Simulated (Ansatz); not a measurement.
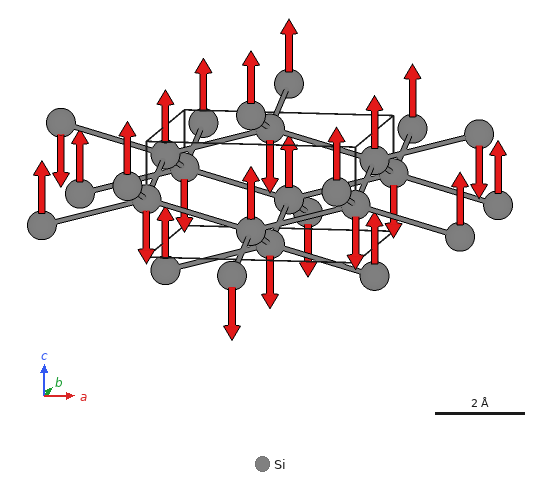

Lattice vibrations of solid Si, space group I4₁/amd (No. 141), at the zone centre. The optical levels lie at 121, 312 (×2) cm⁻¹. One mode is drawn. The red arrows give the relative displacements of the atoms. Style: ball-and-stick. Shown: the conventional cell (2 times the calculation's cell), slightly off an axis. Lengths and directions refer to the drawn axes.

Method: Ansatz, DFT r2SCAN, scalar-relativistic, plane waves, PAW. (plane-wave cutoff 500 eV; k-point mesh 26 × 26 × 26; occupations gaussian; smearing width 0.15 eV; no spin polarisation)

**Which of these frequencies is the drawn mode's?**

The level at 121 cm⁻¹. This is the B₁g mode, the lowest optical level, Raman-active by symmetry. All motion is along c; atoms of one kind move against one another, with no net shift of their sublattice; it mainly bends the Si–Si bonds.
